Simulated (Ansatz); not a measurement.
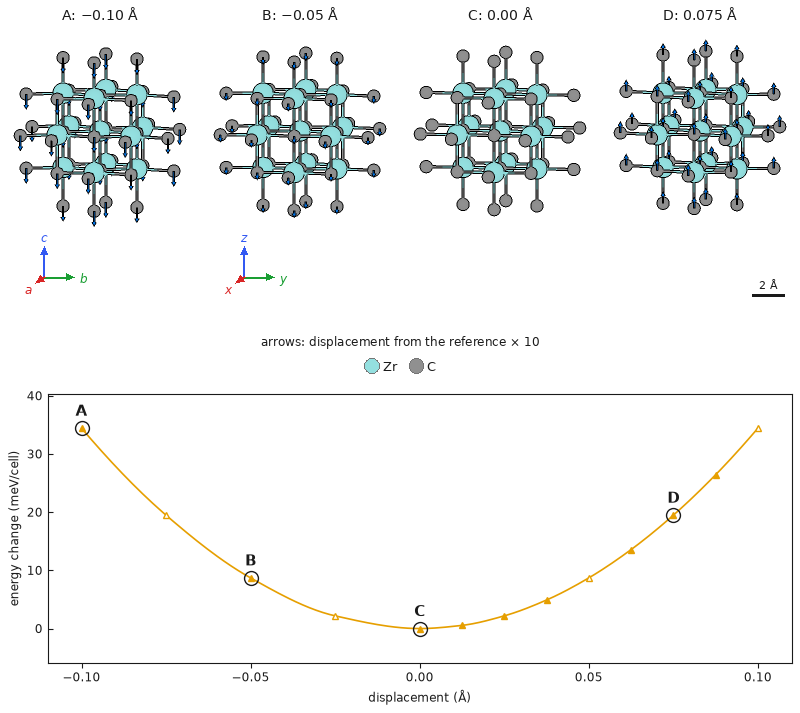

Crystalline ZrC (Fm-3m): the whole C sublattice is shifted rigidly, along Cartesian [0 0 1], all else fixed. The lettered frames are marked on the plot. Hollow markers are points alike by symmetry, not computed again. A ball-and-stick model of the conventional cell (4 times the calculation's cell), seen along the a axis, with a slight tilt. Blue arrows: displacements from the reference. Lengths and directions refer to the drawn axes.

Level of theory: DFT PBE, scalar-relativistic, plane waves, PAW (Ansatz). (plane-wave cutoff 420 eV; k-point mesh 18 × 18 × 18; occupations gaussian; smearing width 0.15 eV; no spin polarisation). Energies (free energies at the smearing named) are counted from the cell as listed in its source, which wasn't relaxed.

Q: What does the scan show?

A: Of the computed points the lowest is at the displacement 0.00 Å, 0.0 meV/cell. The curvature at zero is about 7 eV/Å² per cell. The well is symmetric. At the highest point the shortest interatomic distance is 2.25 Å, against 2.35 Å in the reference. The distortion takes the space group from Fm-3m to I4mm.
